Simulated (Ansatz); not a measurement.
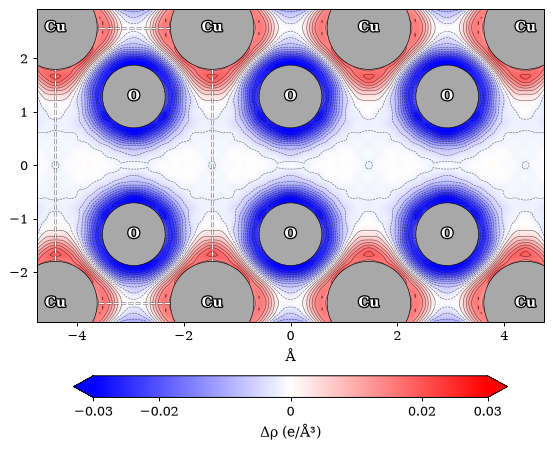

CuO. Difference of the valence pseudo-densities of two functionals at the same geometry, on the (010) plane of the calculation cell: one of BLYP and r2SCAN0 less the other.

Both computed with Ansatz (plane waves, PAW), on the same k-point mesh. Grey discs cover the atomic cores.

```cif
data_structure
_symmetry_space_group_name_H-M 'P 1'
_symmetry_Int_Tables_number 1
_cell_length_a 2.9329
_cell_length_b 2.9329
_cell_length_c 5.1559
_cell_angle_alpha 90.000
_cell_angle_beta 90.000
_cell_angle_gamma 94.493
_cell_volume 44.21
loop_
_atom_site_label
_atom_site_type_symbol
_atom_site_fract_x
_atom_site_fract_y
_atom_site_fract_z
_atom_site_occupancy
Cu1 Cu 0.50000 0.00000 0.00000 1
Cu2 Cu 0.00000 0.50000 0.50000 1
O1 O 0.50000 0.50000 0.25000 1
O2 O 0.50000 0.50000 0.75000 1
```

**Which was subtracted from which, and what does the map show?**

It is BLYP less r2SCAN0. Against r2SCAN0, BLYP gives more density around Cu (+0.014 e/Å³ on average at 1.0 Å from the nucleus), less density around O (−0.024 e/Å³ on average at 0.7 Å from the nucleus) and less density in the space between the atoms (−0.002 e/Å³ on average).
